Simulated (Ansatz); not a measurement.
Cu₁₂Cl: geometry relaxation (part 2 of 2)

Continued. System: Cu₁₂Cl (slab, 13 atoms in the cell). Method: DFT PBE, scalar-relativistic, plane waves, PAW, PAW set soft_1, no spin polarisation (Ansatz 0.2.0); cutoff 420 eV, 5×5×1 k-mesh, Gaussian smearing of 0.1 eV. The structure derives from an entry of the Crystallography Open Database. The input holds or restrains some coordinates. Forces given for the steps count only the free coordinates.

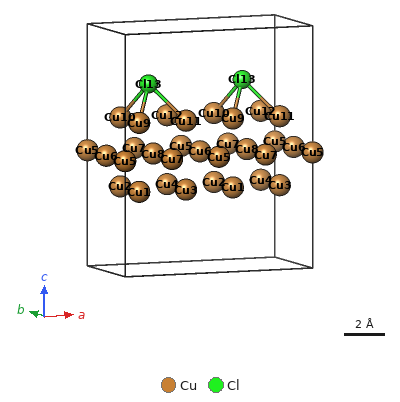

Fig. 1: The geometry at step 2 of the log (ball-and-stick view of the 2 × 1 repeat of the cell, with the vacuum cut short, seen slightly off an axis; atoms are numbered from 1 in the order of the input).

Output, continued:
```
  k-point 0: bands = ["-111.0981", "-111.0845", "-111.0842", "-111.0734", "-110.8200", "-110.6394", "-110.6226", "-110.6224", "-110.6221", "-110.6214", "-110.6132", "-110.5850", "-68.4979", "-68.4942", "-68.4912", "-68.4870", "-68.4669", "-68.4596", "-68.4580", "-68.4392", "-68.4358", "-68.4357", "-68.4265", "-68.4248", "-68.2287", "-68.2059", "-68.1735", "-68.0609", "-68.0587", "-68.0584", "-68.0548", "-68.0437", "-68.0413", "-68.0150", "-68.0148", "-68.0042", "-68.0018", "-67.9917", "-67.9883", "-67.9873", "-67.9869", "-67.9861", "-67.9695", "-67.9686", "-67.9591", "-67.9580", "-67.9575", "-67.9176", "-13.8550", "-6.9272", "-4.5134", "-3.4044", "-3.3772", "-3.3416", "-3.1904", "-3.1590", "-3.0528", "-2.8382", "-2.7722", "-2.7461", "-2.6156", "-2.5278", "-2.5234", "-2.3537", "-2.1151", "-2.0484", "-1.9001", "-1.8210", "-1.6306", "-1.6289", "-1.4761", "-1.4463", "-1.4162", "-1.3407", "-1.3344", "-1.3172", "-1.3091", "-1.2583", "-1.2489", "-1.2306", "-1.2262", "-1.2119", "-1.2029", "-1.1826", "-1.1810", "-0.7526", "-0.6382", "-0.6315", "-0.6036", "-0.5905", "-0.5407", "-0.4032", "-0.3970", "-0.3709", "-0.3051", "-0.2512", "-0.2492", "-0.2317", "-0.2023", "-0.1953", "-0.1077", "-0.0803", "-0.0328", "-0.0182", "-0.0025", "0.0193", "0.0290", "0.0620", "0.0732", "0.0811", "0.0948", "0.1659", "0.3604", "0.4121", "0.9704", "1.3130", "1.3192", "1.4430", "1.4434", "1.5005", "2.2179", "3.5454", "4.3066", "4.3162", "4.6154", "4.7538", "5.8318", "5.9697", "6.3237", "6.8897", "7.4692", "7.4789", "7.5307", "7.7982", "8.3289", "8.9007", "9.1344", "9.2245", "9.2958", "9.5999", "9.6464"]
  k-point 1: bands = ["-111.0980", "-111.0845", "-111.0842", "-111.0736", "-110.8200", "-110.6393", "-110.6225", "-110.6224", "-110.6220", "-110.6214", "-110.6134", "-110.5850", "-68.4962", "-68.4917", "-68.4894", "-68.4839", "-68.4663", "-68.4595", "-68.4581", "-68.4422", "-68.4377", "-68.4358", "-68.4302", "-68.4258", "-68.2282", "-68.2053", "-68.1734", "-68.0594", "-68.0583", "-68.0551", "-68.0515", "-68.0429", "-68.0373", "-68.0161", "-68.0149", "-68.0080", "-68.0028", "-67.9952", "-67.9899", "-67.9888", "-67.9883", "-67.9865", "-67.9693", "-67.9687", "-67.9592", "-67.9580", "-67.9576", "-67.9176", "-13.8515", "-6.6993", "-4.3492", "-3.9567", "-3.3237", "-3.2185", "-3.1209", "-3.0860", "-2.9768", "-2.7809", "-2.7143", "-2.6746", "-2.5602", "-2.5177", "-2.4638", "-2.3099", "-2.1522", "-2.0769", "-1.8830", "-1.8020", "-1.7482", "-1.6700", "-1.5905", "-1.5680", "-1.4443", "-1.4062", "-1.3807", "-1.3034", "-1.2626", "-1.2495", "-1.2415", "-1.2150", "-1.1929", "-1.1810", "-1.1694", "-1.1574", "-1.0092", "-0.8253", "-0.6940", "-0.6796", "-0.6638", "-0.5990", "-0.5672", "-0.4725", "-0.3880", "-0.3791", "-0.3357", "-0.3188", "-0.3077", "-0.2813", "-0.2766", "-0.2301", "-0.2018", "-0.1595", "-0.1281", "-0.0923", "-0.0622", "-0.0300", "-0.0243", "0.0175", "0.0225", "0.0279", "0.1086", "0.1350", "0.2202", "0.2565", "0.3003", "0.9482", "1.4224", "1.5372", "1.7865", "2.3807", "3.2243", "3.6737", "3.7678", "4.0308", "4.7818", "5.1003", "5.9332", "6.1876", "6.2892", "6.4891", "6.7141", "7.2104", "7.7004", "7.9418", "8.4357", "9.0187", "9.1657", "9.4387", "9.6768", "9.7594", "9.9710"]
  k-point 2: bands = ["-111.0978", "-111.0847", "-111.0839", "-111.0738", "-110.8200", "-110.6391", "-110.6225", "-110.6224", "-110.6220", "-110.6212", "-110.6137", "-110.5851", "-68.4946", "-68.4916", "-68.4796", "-68.4755", "-68.4645", "-68.4599", "-68.4580", "-68.4534", "-68.4404", "-68.4381", "-68.4350", "-68.4263", "-68.2275", "-68.2042", "-68.1731", "-68.0587", "-68.0579", "-68.0486", "-68.0434", "-68.0404", "-68.0247", "-68.0192", "-68.0182", "-68.0148", "-68.0083", "-68.0020", "-67.9961", "-67.9895", "-67.9882", "-67.9866", "-67.9692", "-67.9686", "-67.9594", "-67.9580", "-67.9579", "-67.9178", "-13.8458", "-6.0396", "-5.0425", "-3.9337", "-3.4615", "-2.9778", "-2.8764", "-2.8584", "-2.7524", "-2.6644", "-2.6464", "-2.6173", "-2.5596", "-2.4077", "-2.3797", "-2.3015", "-2.2635", "-2.1651", "-2.0388", "-1.9241", "-1.7837", "-1.7439", "-1.6915", "-1.5654", "-1.4724", "-1.3843", "-1.3655", "-1.3081", "-1.2708", "-1.2290", "-1.1840", "-1.1638", "-1.1559", "-1.1523", "-1.1054", "-0.9559", "-0.9266", "-0.9006", "-0.8958", "-0.8752", "-0.8491", "-0.7593", "-0.6669", "-0.5714", "-0.5496", "-0.4936", "-0.4840", "-0.4714", "-0.4378", "-0.4041", "-0.3516", "-0.3463", "-0.3005", "-0.2784", "-0.2713", "-0.2469", "-0.2131", "-0.1561", "-0.0980", "-0.0540", "-0.0181", "0.0622", "0.0707", "0.1128", "0.1198", "0.1750", "0.2287", "0.6639", "2.0199", "2.0974", "2.4335", "2.8084", "2.8713", "3.2299", "3.5823", "4.6555", "4.9399", "5.1923", "5.6282", "6.1881", "6.6071", "6.8248", "6.9488", "7.5065", "7.9924", "8.0895", "8.2322", "8.5554", "8.6546", "9.1673", "9.3924", "9.6139", "9.7370"]
  k-point 8: bands = ["-111.0975", "-111.0843", "-111.0842", "-111.0743", "-110.8200", "-110.6389", "-110.6224", "-110.6224", "-110.6215", "-110.6214", "-110.6143", "-110.5852", "-68.4827", "-68.4777", "-68.4776", "-68.4730", "-68.4629", "-68.4594", "-68.4592", "-68.4547", "-68.4513", "-68.4403", "-68.4401", "-68.4380", "-68.2262", "-68.2026", "-68.1728", "-68.0487", "-68.0485", "-68.0447", "-68.0377", "-68.0268", "-68.0245", "-68.0190", "-68.0182", "-68.0179", "-68.0178", "-68.0096", "-68.0055", "-67.9965", "-67.9961", "-67.9880", "-67.9689", "-67.9688", "-67.9597", "-67.9581", "-67.9580", "-67.9180", "-13.8374", "-5.2011", "-4.3118", "-4.2970", "-3.6621", "-3.4198", "-3.0196", "-2.9491", "-2.5625", "-2.5050", "-2.4139", "-2.3890", "-2.2921", "-2.2057", "-2.1730", "-2.1711", "-2.1468", "-2.1055", "-1.9986", "-1.9714", "-1.9324", "-1.9189", "-1.8908", "-1.7091", "-1.5552", "-1.4965", "-1.4235", "-1.4084", "-1.3969", "-1.3553", "-1.3099", "-1.1848", "-1.0807", "-1.0408", "-0.9609", "-0.9284", "-0.9098", "-0.9074", "-0.8345", "-0.8045", "-0.7765", "-0.7391", "-0.7082", "-0.6951", "-0.6595", "-0.6421", "-0.6110", "-0.5639", "-0.5390", "-0.5054", "-0.4824", "-0.4636", "-0.4415", "-0.4201", "-0.3937", "-0.3667", "-0.3467", "-0.3058", "-0.3004", "-0.2875", "-0.1643", "-0.0333", "0.0004", "0.0221", "0.0419", "0.0839", "0.1026", "0.3990", "0.6801", "1.2057", "1.3747", "2.1518", "3.1732", "4.1417", "4.2636", "5.3457", "5.9059", "6.9943", "7.0902", "7.2804", "7.3205", "7.4974", "7.8333", "8.2093", "8.6262", "8.7729", "8.9837", "9.0679", "9.1879", "9.5767", "9.6948", "9.8173", "9.9864"]
--- Relaxed structure (3 steps of the walk, 3 accepted, 0 SCFs on fresh bases) ---
  F+E_penalty+E_count = -80578.53639410 eV   max|allowed force component| = 6.752e-4 eV/Å
  atoms:
    - { symbol: Cu, position: [0.25, 0.25, 0.21021728070000004] }
    - { symbol: Cu, position: [0.25, 0.7500000000000001, 0.21021728070000004] }
    - { symbol: Cu, position: [0.7500000000000001, 0.25, 0.21021728070000004] }
    - { symbol: Cu, position: [0.7500000000000001, 0.7500000000000001, 0.21021728070000004] }
    - { symbol: Cu, position: [0.0, 0.0, 0.3029241254] }
    - { symbol: Cu, position: [0.0, 0.5, 0.3029241254] }
    - { symbol: Cu, position: [0.5, 0.0, 0.3029241254] }
    - { symbol: Cu, position: [0.5, 0.5, 0.3029241254] }
    - { symbol: Cu, position: [0.25, 0.25, 0.3956253179] }
    - { symbol: Cu, position: [0.25, 0.7500000000000001, 0.3956253179] }
    - { symbol: Cu, position: [0.7500000000000001, 0.25, 0.3956253179] }
    - { symbol: Cu, position: [0.7500000000000001, 0.7500000000000001, 0.3956253179] }
    - { symbol: Cl, position: [0.4166666667000001, 0.4166666667000001, 0.4942931746395788] }
```

Trajectory as extended XYZ (Å, eV, eV/Å), 3 frames, from step=1 to step=3:
```
13
Lattice="5.1320 0.0000 0.0000 0.0000 5.1320 0.0000 0.0000 0.0000 19.0279" Properties=species:S:1:pos:R:3:forces:R:3 step=1 energy=-80578.53415
Cu    1.2830    1.2830    4.0000    0.0339   0.0339  -0.0300
Cu    1.2830    3.8490    4.0000    0.0256  -0.0347  -0.0463
Cu    3.8490    1.2830    4.0000   -0.0347   0.0256  -0.0463
Cu    3.8490    3.8490    4.0000   -0.0261  -0.0261  -0.0676
Cu    0.0000    0.0000    5.7640    0.0832   0.0832   0.2102
Cu    0.0000    2.5660    5.7640   -0.0551  -0.0630  -0.0762
Cu    2.5660    0.0000    5.7640   -0.0630  -0.0551  -0.0762
Cu    2.5660    2.5660    5.7640    0.0510   0.0510  -0.2976
Cu    1.2830    1.2830    7.5279   -0.3693  -0.3693  -0.0515
Cu    1.2830    3.8490    7.5279   -0.0490  -0.0028   0.1994
Cu    3.8490    1.2830    7.5279   -0.0028  -0.0490   0.1994
Cu    3.8490    3.8490    7.5279    0.0939   0.0939  -0.0913
Cl    2.1383    2.1383    9.3798    0.3125   0.3125   0.1758
13
Lattice="5.1320 0.0000 0.0000 0.0000 5.1320 0.0000 0.0000 0.0000 19.0279" Properties=species:S:1:pos:R:3:forces:R:3 step=2 energy=-80578.53571
Cu    1.2830    1.2830    4.0000    0.0337   0.0337  -0.0304
Cu    1.2830    3.8490    4.0000    0.0256  -0.0345  -0.0464
Cu    3.8490    1.2830    4.0000   -0.0345   0.0256  -0.0464
Cu    3.8490    3.8490    4.0000   -0.0261  -0.0261  -0.0668
Cu    0.0000    0.0000    5.7640    0.0826   0.0826   0.2088
Cu    0.0000    2.5660    5.7640   -0.0540  -0.0629  -0.0744
Cu    2.5660    0.0000    5.7640   -0.0629  -0.0540  -0.0744
Cu    2.5660    2.5660    5.7640    0.0498   0.0498  -0.2919
Cu    1.2830    1.2830    7.5279   -0.3401  -0.3401   0.0016
Cu    1.2830    3.8490    7.5279   -0.0461  -0.0079   0.2056
Cu    3.8490    1.2830    7.5279   -0.0079  -0.0461   0.2056
Cu    3.8490    3.8490    7.5279    0.0912   0.0912  -0.0872
Cl    2.1383    2.1383    9.3912    0.2887   0.2887   0.0971
13
Lattice="5.1320 0.0000 0.0000 0.0000 5.1320 0.0000 0.0000 0.0000 19.0279" Properties=species:S:1:pos:R:3:forces:R:3 step=3 energy=-80578.53639
Cu    1.2830    1.2830    4.0000    0.0336   0.0336  -0.0304
Cu    1.2830    3.8490    4.0000    0.0256  -0.0344  -0.0462
Cu    3.8490    1.2830    4.0000   -0.0344   0.0256  -0.0462
Cu    3.8490    3.8490    4.0000   -0.0261  -0.0261  -0.0658
Cu    0.0000    0.0000    5.7640    0.0817   0.0817   0.2070
Cu    0.0000    2.5660    5.7640   -0.0526  -0.0626  -0.0724
Cu    2.5660    0.0000    5.7640   -0.0626  -0.0526  -0.0724
Cu    2.5660    2.5660    5.7640    0.0485   0.0485  -0.2851
Cu    1.2830    1.2830    7.5279   -0.3053  -0.3053   0.0652
Cu    1.2830    3.8490    7.5279   -0.0423  -0.0145   0.2138
Cu    3.8490    1.2830    7.5279   -0.0145  -0.0423   0.2138
Cu    3.8490    3.8490    7.5279    0.0876   0.0876  -0.0822
Cl    2.1383    2.1383    9.4054    0.2608   0.2608   0.0007
```

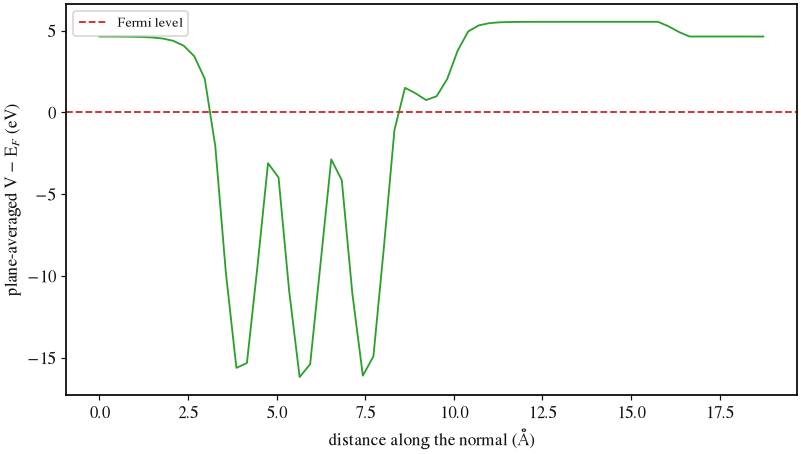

Fig. 2: Plane average of the electrostatic potential energy of an electron across the cell, from the Fermi level. The vacuum level lies 5.54 eV above the Fermi level on the upper side and 4.64 eV on the lower.

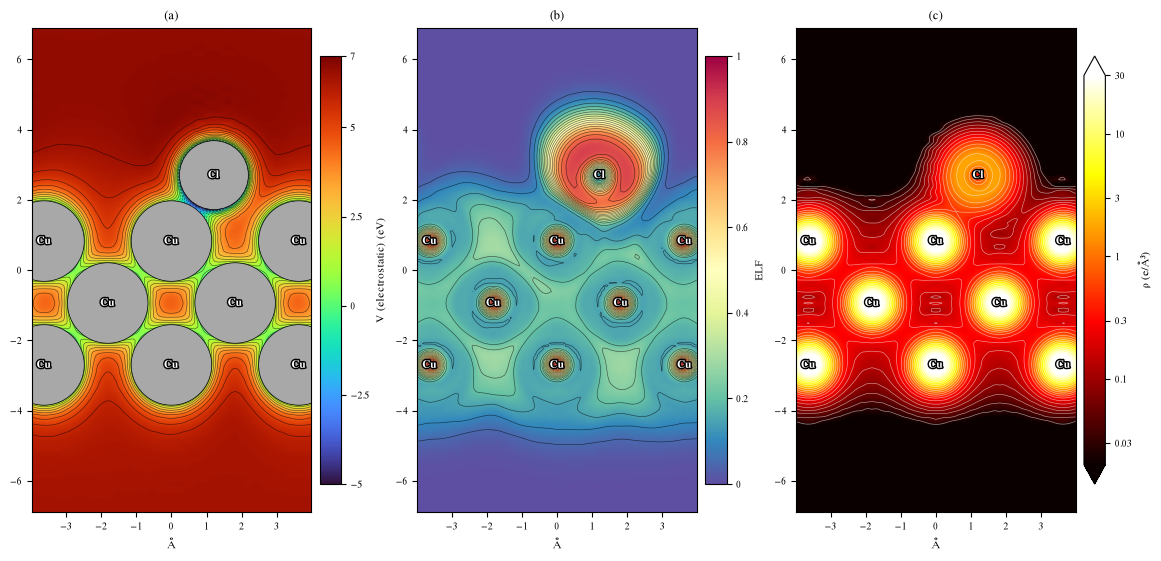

Fig. 3: (a) electrostatic potential (local pseudopotential plus Hartree) felt by an electron; (b) ELF; (c) valence pseudo-density on the (11̄0) plane of the calculation cell, a cut from vacuum to vacuum. Grey discs, where drawn, cover atomic cores. Cu–Cl (2.23 Å): ρ at the midpoint is about 0.58 e/Å³; the ELF is about 0.40 at the midpoint (a polar contact without a shared pair, in a metal). The density dies away to nearly zero in the vacuum. The strong features right at Cu lie inside the PAW spheres (semicore, d or f shells) and say nothing about bonding. Core electrons are frozen (PAW), so the fields are smoothed inside the atomic spheres.

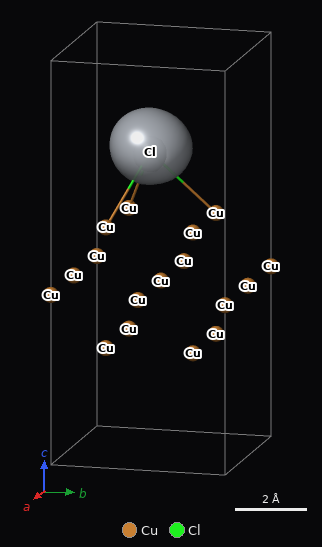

Fig. 4: Isosurface of the electron localisation function at 0.75 (grey), seen slightly off an axis. Only the valence region is drawn (cores and ρ < 0.01 e/Å³ removed). Sticks mark near contacts. Along the contacts the grid gives the following. Cu–Cl (2.23 Å): the ELF is about 0.40 at the midpoint (no shared pair; the contact is polar).

This output came from the following input.

The input:
```yaml
crystal:
  lattice:
    - [5.1319544654, 0.0, 0.0]
    - [0.0, 5.1319544654, 0.0]
    - [0.0, 0.0, 19.027931415]
  atoms:
    - { symbol: Cu, position: [0.25, 0.25, 0.2102172807] }
    - { symbol: Cu, position: [0.25, 0.75, 0.2102172807] }
    - { symbol: Cu, position: [0.75, 0.25, 0.2102172807] }
    - { symbol: Cu, position: [0.75, 0.75, 0.2102172807] }
    - { symbol: Cu, position: [0.0, 0.0, 0.3029241254] }
    - { symbol: Cu, position: [0.0, 0.5, 0.3029241254] }
    - { symbol: Cu, position: [0.5, 0.0, 0.3029241254] }
    - { symbol: Cu, position: [0.5, 0.5, 0.3029241254] }
    - { symbol: Cu, position: [0.25, 0.25, 0.3956253179] }
    - { symbol: Cu, position: [0.25, 0.75, 0.3956253179] }
    - { symbol: Cu, position: [0.75, 0.25, 0.3956253179] }
    - { symbol: Cu, position: [0.75, 0.75, 0.3956253179] }
    - { symbol: Cl, position: [0.4166666667, 0.4166666667, 0.4929499659] }
basis:
  ecutwfc: 420
kpoints:
  mp_grid: { grid: [5, 5, 1] }
hamiltonian:
  xc: pbe
  pseudopotentials: { kind: paw, azcp: { folder: soft_1 } }
scf:
  occupations: { method: gaussian, width: 0.1 }
output:
  forces: true
  eigenvalues: true
  write_density: true
  write_potential: true
  elf: true
  volumetric_format: npy
relax:
  adjacent_minimum: "off"
  f_tol: 0.025
  max_steps: 16
  constraints:
    - { sites: [0, 1, 2, 3, 4, 5, 6, 7, 8, 9, 10, 11] }
    - { sites: [12], fix: xy }
efield:
  axis: 3
  dipole_correction: true
  ramp_width: 0.04
```

Launched with:
```bash
ansatz run input.yaml --threads 8 --pin off --max-ram 22528MiB --backend cpu --events-out ev --progress --plain --runs-dir out
```

Summary:

```tsv
quantity	value
outcome	converged under the restraints of the input
electrons treated	235
free energy	−80578.5364 eV
work function, top face	5.54 eV
work function, bottom face	4.64 eV
Fermi energy	1.411 eV
gap on the k-point mesh	none (metallic)
final volume	501.14 Å³
work function (upper face)	5.54 eV
largest force (length of the vector) at the end, held atoms and coordinates included	0.437 eV/Å
hardware	8 threads of Arm Neoverse N1, 98 GiB of memory available, shared host
wall time	71 s (CPU time 8.8 min)
peak memory	2.7 GiB
```

Notes:

Warnings of the run: the density in the vacuum is higher than it should be, so vacuum levels may be off; the exchange-correlation potential is rough where the density is thin. The run has no spin polarisation, so a magnetic state may lie lower.
